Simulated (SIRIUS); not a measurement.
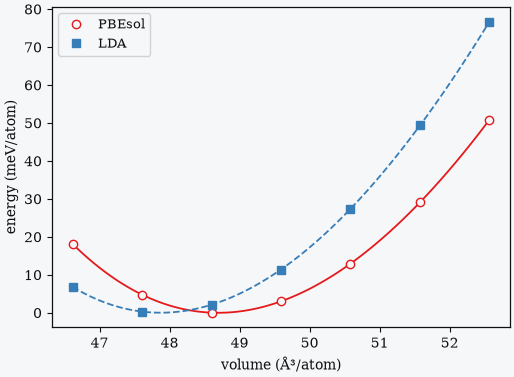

The figure shows the energy against volume, with one curve for each functional, for WS₂ (space group P-6m2).

Computed with SIRIUS 7.12.0: all-electron LAPW DFT, no spin polarisation; energies at scaled volumes of the given cell, shape and fractions fixed, counted from the fit's minimum, third-order Birch-Murnaghan fit. All runs: no spin polarisation.

k mesh 10×10×2; occupations Fermi–Dirac; smearing width 0.05 eV; potentials all electron FP LAPW.

Q: Order the curves by fitted equilibrium volume, smallest first.

A: LDA 47.873, PBEsol 48.695 Å³/atom.

Q: Order the curves by fitted bulk modulus, smallest first.

A: PBEsol 60.6, LDA 63.0 GPa.

Keep in mind: shape and atomic fractions are frozen while scaling, which makes layered, chain and framework solids too stiff.
